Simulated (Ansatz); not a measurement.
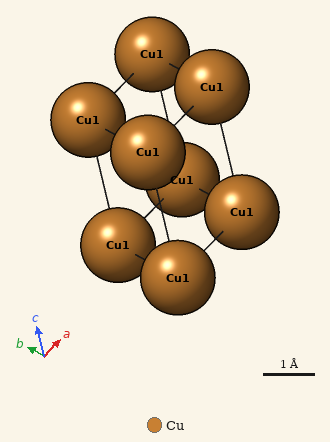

**Figure 1.** The input geometry of the first run (spheres-only view of the reduced cell, seen slightly off an axis; atoms are numbered from 1 in the order of the input).

**Cu: a changed input and its effect**

System: Cu (1 atom in the cell).
Method of the first run: DFT, PBE, all-electron LAPW, scalar-relativistic, no spin polarisation (Ansatz 0.2.0).

The structure derives from an entry of the Crystallography Open Database. Text and figures count atoms from 1; the logs count them from 0 in places.

### Input, the first run
```yaml
crystal:
  lattice:
    - [0.018075, 1.8165375, 1.8165375]
    - [1.8165375, 0.018075, 1.8165375]
    - [1.8165375, 1.8165375, 0.018075]
  atoms:
    - { symbol: Cu, position: [0.0, 0.0, 0.0] }
kpoints:
  mp_grid: { grid: [19, 19, 19] }
  band_path:
    path:
      - [0.0, 0.0, 0.0]
      - [0.5, 0.5, 0.5]
      - [0.247543133, 0.5, 0.752456867]
      - [-0.247543133, 0.247543133, 0.5]
      - [0.0, 0.0, 0.5]
      - [0.0, 0.0, 0.0]
      - [-0.3737715665, 0.0, 0.3737715665]
      - [0.0, 0.3737715665, 0.6262284335]
      - [0.0, 0.5, 0.5]
    npoints: 5
scf:
  occupations: { method: fermi_dirac, width: 0.08 }
hamiltonian:
  xc: pbe
  pseudopotentials: { kind: all_electron, lapw: { basis_error: 0.00025 } }
output:
  forces: true
  stress: true
  eigenvalues: true
```

Launched with:
```bash
ansatz run input.yaml --threads 1 --pin off --max-ram 3072MiB --backend cpu --events-out ev --progress --plain --runs-dir out
```

Hardware: 1 thread of Intel Xeon (Sapphire Rapids), 64 GiB of memory available, shared host.

### Output, shortened to warnings, some set-up lines, iterations and results (the first run)
```
Basis set: ecut = 344.5136213370066 eV, 169 PW (Γ), exchange–correlation at level 2
Symmetry: 12 space group operations
k-points: 670 of 6859
Initial density: superposition of atomic densities (chi_scale 0.1, normalization cell)
[...]
SCF iter   1: F=—  HF=-45035.175372 eV  |F-HF|=—  |Δ(HF+E_count)|=         —  Δρ=4.65e-2  dr2=1.21e-1  ethr=6.33e-4  ⟨swp⟩=2.7  Hψ=66943  notcnv=0
SCF iter   2: F=—  HF=-45035.995835 eV  |F-HF|=—  |Δ(HF+E_count)|=   8.20e-1  Δρ=2.82e-2  dr2=4.58e-2  ethr=6.33e-4  ⟨swp⟩=3.0  Hψ=31306  notcnv=0
SCF iter   3: F=—  HF=-45034.383004 eV  |F-HF|=—  |Δ(HF+E_count)|=    1.61e0  Δρ=2.08e-3  dr2=2.99e-4  ethr=1.58e-6  ⟨swp⟩=2.5  Hψ=47824  notcnv=0
SCF iter   4: F=—  HF=-45034.300256 eV  |F-HF|=—  |Δ(HF+E_count)|=   8.27e-2  Δρ=4.93e-3  dr2=1.30e-3  ethr=1.57e-6  ⟨swp⟩=3.0  Hψ=29239  notcnv=0
SCF iter   5: F=—  HF=-45034.293188 eV  |F-HF|=—  |Δ(HF+E_count)|=   7.07e-3  Δρ=8.17e-4  dr2=3.37e-5  ethr=1.57e-6  ⟨swp⟩=2.6  Hψ=25993  notcnv=0
SCF iter   6: F=—  HF=-45034.293035 eV  |F-HF|=—  |Δ(HF+E_count)|=   1.54e-4  Δρ=2.07e-5  dr2=3.02e-8  ethr=1.77e-7  ⟨swp⟩=2.0  Hψ=25221  notcnv=0
SCF iter   7: F=-45034.293035 eV  HF=-45034.293035 eV  |F-HF|=2.54e-8  |Δ(HF+E_count)|=   8.49e-8  Δρ=3.69e-6  dr2=1.05e-9  ethr=1.59e-10  ⟨swp⟩=3.0  Hψ=27756  notcnv=0
SCF 1 converged in 7 iterations: F = -45034.293035 eV  dr2 = 1.05e-9
NSCF: frozen V_eff on 41 k-points
SCF converged after 7 iterations
Free energy (F): -45034.293035 eV
Harris-Foulkes:  -45034.293035 eV  (|F-HF|=2.54e-8)
Internal energy: -45034.285842 eV  (E = F + TS)
E sigma→0 (E₀):  -45034.289439 eV
Entropy (-TS):   -0.007192 eV (-7.192 meV/atom)
Fermi energy:    16.655441 eV
--- Per-component energies (eV) ---
  E_band       = -362.420316
  E_kinetic    = 45808.576296
  E_xc         = -1840.649522
  E_electrostatic = -89002.212617  (all electrons and nuclei)
  E_smearing   = -0.007192  (= −TS)
  E_closure    = 0.000000  (closes the sum)
  E_atoms      = -45030.532457  (free atoms, spherical and without spin; not in F)
  Σ components = -45034.293035   (vs F -45034.293035, Δ=0.00e0)
  Basis errors (estimates in eV, not in F): energy 5.1e-5 per atom: plane waves 4.5e-5 (2.3e-5 summed), levels above the bands 9.7e-112, relativity 7.5e-9, radial functions 6.0e-6, core shells 1.4e-11; eigenvalues (radial functions only) 4.9e-7; not estimated: angular momenta, meshes, grids; target …
--- Forces (eV/Å), atoms counted from 1 ---
  atom   1  Cu     0.00000000     0.00000000     0.00000000
  max |Σ_I F_I| component: 8.22e-33 eV/Å
--- Stress (GPa, compression-positive) ---
        1.744255      -0.762846      -0.762846
       -0.762846       1.744255      -0.762846
       -0.762846      -0.762846       1.744255
  P = ⅓ Tr σ = 1.7443 GPa (17.443 kbar)
```

For the second run the input was changed thus:
```diff
-    - [0.018075, 1.8165375, 1.8165375]
-    - [1.8165375, 0.018075, 1.8165375]
-    - [1.8165375, 1.8165375, 0.018075]
+    - [-0.03615, 1.789425, 1.789425]
+    - [1.789425, -0.03615, 1.789425]
+    - [1.789425, 1.789425, -0.03615]
-      - [0.247543133, 0.5, 0.752456867]
-      - [-0.247543133, 0.247543133, 0.5]
+      - [0.2551801333, 0.5, 0.7448198667]
+      - [-0.2551801333, 0.2551801333, 0.5]
-      - [-0.3737715665, 0.0, 0.3737715665]
-      - [0.0, 0.3737715665, 0.6262284335]
+      - [-0.3775900666, 0.0, 0.3775900666]
+      - [0.0, 0.3775900666, 0.6224099334]
```

How does the second run compare with the first run?

With the same functional and potentials, the second run lies 2.5 meV per atom higher. The pressure goes from 1.74 to 1.91 GPa. The number of SCF iterations is the same.

### Output, shortened to warnings, some set-up lines, iterations and results (the second run)
```
Basis set: ecut = 348.46732286504647 eV, 169 PW (Γ), exchange–correlation at level 2
Symmetry: 12 space group operations
k-points: 670 of 6859
Initial density: superposition of atomic densities (chi_scale 0.1, normalization cell)
[...]
SCF iter   1: F=—  HF=-45035.172093 eV  |F-HF|=—  |Δ(HF+E_count)|=         —  Δρ=4.80e-2  dr2=1.30e-1  ethr=6.80e-4  ⟨swp⟩=2.6  Hψ=66812  notcnv=0
SCF iter   2: F=—  HF=-45035.992363 eV  |F-HF|=—  |Δ(HF+E_count)|=   8.20e-1  Δρ=2.92e-2  dr2=4.95e-2  ethr=6.80e-4  ⟨swp⟩=3.0  Hψ=31180  notcnv=0
SCF iter   3: F=—  HF=-45034.380152 eV  |F-HF|=—  |Δ(HF+E_count)|=    1.61e0  Δρ=2.18e-3  dr2=3.30e-4  ethr=1.74e-6  ⟨swp⟩=2.4  Hψ=47621  notcnv=0
SCF iter   4: F=—  HF=-45034.297851 eV  |F-HF|=—  |Δ(HF+E_count)|=   8.23e-2  Δρ=5.11e-3  dr2=1.41e-3  ethr=1.74e-6  ⟨swp⟩=3.0  Hψ=29222  notcnv=0
SCF iter   5: F=—  HF=-45034.290722 eV  |F-HF|=—  |Δ(HF+E_count)|=   7.13e-3  Δρ=8.51e-4  dr2=3.71e-5  ethr=1.74e-6  ⟨swp⟩=2.5  Hψ=25825  notcnv=0
SCF iter   6: F=—  HF=-45034.290566 eV  |F-HF|=—  |Δ(HF+E_count)|=   1.57e-4  Δρ=2.59e-5  dr2=3.95e-8  ethr=1.95e-7  ⟨swp⟩=2.0  Hψ=25219  notcnv=0
SCF iter   7: F=-45034.290566 eV  HF=-45034.290566 eV  |F-HF|=2.16e-8  |Δ(HF+E_count)|=   1.12e-7  Δρ=3.72e-6  dr2=1.16e-9  ethr=2.08e-10  ⟨swp⟩=3.0  Hψ=27319  notcnv=0
SCF 1 converged in 7 iterations: F = -45034.290566 eV  dr2 = 1.16e-9
NSCF: frozen V_eff on 41 k-points
SCF converged after 7 iterations
Free energy (F): -45034.290566 eV
Harris-Foulkes:  -45034.290566 eV  (|F-HF|=2.16e-8)
Internal energy: -45034.283592 eV  (E = F + TS)
E sigma→0 (E₀):  -45034.287079 eV
Entropy (-TS):   -0.006974 eV (-6.974 meV/atom)
Fermi energy:    16.655150 eV
--- Per-component energies (eV) ---
  E_band       = -362.331119
  E_kinetic    = 45808.609066
  E_xc         = -1840.656312
  E_electrostatic = -89002.236347  (all electrons and nuclei)
  E_smearing   = -0.006974  (= −TS)
  E_closure    = 0.000000  (closes the sum)
  E_atoms      = -45030.532457  (free atoms, spherical and without spin; not in F)
  Σ components = -45034.290566   (vs F -45034.290566, Δ=0.00e0)
  Basis errors (estimates in eV, not in F): energy 5.6e-5 per atom: plane waves 4.9e-5 (2.5e-5 summed), levels above the bands 4.1e-112, relativity 7.3e-9, radial functions 6.9e-6, core shells 1.8e-11; eigenvalues (radial functions only) 4.7e-7; not estimated: angular momenta, meshes, grids; target …
--- Forces (eV/Å), atoms counted from 1 ---
  atom   1  Cu     0.00000000    -0.00000000     0.00000000
  max |Σ_I F_I| component: 6.68e-33 eV/Å
--- Stress (GPa, compression-positive) ---
        1.907360       1.464713       1.464713
        1.464713       1.907360       1.464713
        1.464713       1.464713       1.907360
  P = ⅓ Tr σ = 1.9074 GPa (19.074 kbar)
```

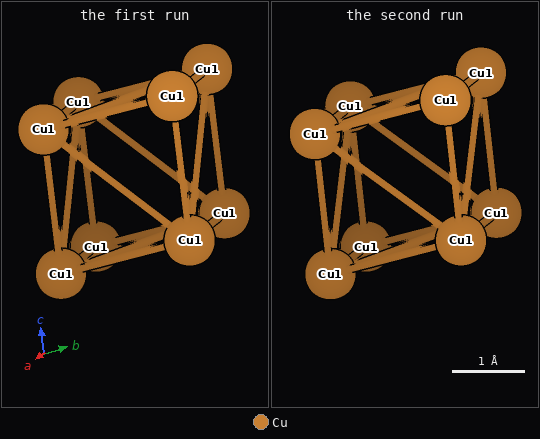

**Figure 2.** The two input geometries at one scale (ball-and-stick view of the reduced cell, seen slightly off an axis). The atoms keep their places relative to the cell (all moves are under 0.005 Å). The drawn cell changes at constant volume: a = b 2.543 → 2.582 Å (+1.5 %), c 2.569 → 2.531 Å (−1.5 %), α 60.3° → 59.3°, β 60.3° → 59.3°. Among the contacts that change: Cu1–Cu1 2.543 → 2.582 Å.

### The two runs side by side

| quantity | the first run | the second run |
| --- | --- | --- |
| outcome | converged | converged |
| free energy per atom (eV) | −45034.2930 | −45034.2906 |
| energy per atom, smearing taken to zero (eV) | −45034.2894 | −45034.2871 |
| pressure (GPa) | 1.74 | 1.91 |
| largest force (eV/Å) | 0.000 | 0.000 |
| SCF iterations | 7 | 7 |
| irreducible k-points | 670 | 670 |
| plane waves at Γ | 169 | 169 |
| wall time (shared host) | 58 s | 54 s |
